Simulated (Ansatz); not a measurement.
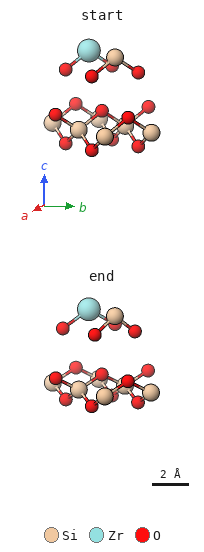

The structure of a crystal of ZrSi$_{3}$O$_{8}$ (set up in P-42m) before (top) and after (bottom) a relaxation, at one scale.

The picture is a ball-and-stick view of the atoms within 4.2 Å of the atom that moves most (axes of the cell of the calculation), seen slightly off an axis.

Case: 3 of 4 Zr sites taken by Si, cell and atoms relaxed.

Method: DFT PBE, scalar-relativistic, plane waves, PAW in Ansatz 0.2.0.

Input
```yaml
crystal:
  lattice:
    - [3.0327866224, -3.0327866224, 0.0]
    - [3.0327866224, 3.0327866224, 0.0]
    - [0.0, 0.0, 8.4855427347]
  atoms:
    - { symbol: Si, position: [0.5, 0.5, 0.0] }
    - { symbol: Zr, position: [0.0, 0.0, 0.0] }
    - { symbol: Si, position: [0.0, 0.5, 0.5] }
    - { symbol: Si, position: [0.5, 0.0, 0.5] }
    - { symbol: O, position: [0.25, 0.75, 0.3844956224] }
    - { symbol: O, position: [0.75, 0.25, 0.3844956224] }
    - { symbol: O, position: [0.25, 0.75, 0.8844956224] }
    - { symbol: O, position: [0.75, 0.25, 0.8844956224] }
    - { symbol: O, position: [0.25, 0.25, 0.6155043776] }
    - { symbol: O, position: [0.75, 0.75, 0.6155043776] }
    - { symbol: O, position: [0.25, 0.25, 0.1155043776] }
    - { symbol: O, position: [0.75, 0.75, 0.1155043776] }
basis:
  ecutwfc: 420
kpoints:
  mp_grid: { grid: [6, 6, 4] }
hamiltonian:
  xc: pbe
scf:
  occupations: { method: gaussian, width: 0.02 }
output:
  forces: true
  stress: true
  eigenvalues: true
relax:
  adjacent_minimum: "off"
  f_tol: 0.015
  max_steps: 60
  cell: { stress_tol: 0.15 }
```

Command:
```bash
ansatz run input.yaml --threads 2 --pin off --max-ram 5120MiB --backend cpu --events-out ev --progress --plain --runs-dir out
```

Question: Describe what moved and what it gained.

Answer: The largest moves relative to the cell, 0.23 Å, are those of O5, O6, O9 and O10. O9 goes along −c. Si and Zr stay in place. The drawn cell changes at constant volume: a = b 4.289 → 4.256 Å (−0.8 %), c 8.486 → 8.615 Å (+1.5 %). Near-neighbour distances that change, for instance: Si1–O7 1.806 → 1.634 Å, Zr2–O7 1.806 → 1.961 Å, Si3–O10 1.806 → 1.687 Å. Among the angles between lasting bonds that change: O5–Si4–O6 114.2° → 126.3°, Si3–O9–Si4 114.2° → 126.3°, O5–Si4–O9 107.1° → 101.5°. The space group stays P-42m (No. 111). After 6 accepted moves (7 points after the start) the energy has fallen by 4.786 eV per cell of the calculation. The largest force component goes from 8.3 to 0.0022 eV/Å. The pressure goes from −4.50 to 0.00 GPa. The SCF was repeated once at an unchanged geometry on a basis and grid sized afresh for the cell, which shifted the energy by 1.7 meV per cell of the calculation at most. The run took 86 s on 2 threads of Intel(R) Xeon(R) Platinum 8375C CPU @ 2.90GHz (Ice Lake), with other jobs on the host, peak memory 0.56 GiB.

Limits of the set-up: layers or molecules are held without a dispersion correction, so their spacing is unreliable.
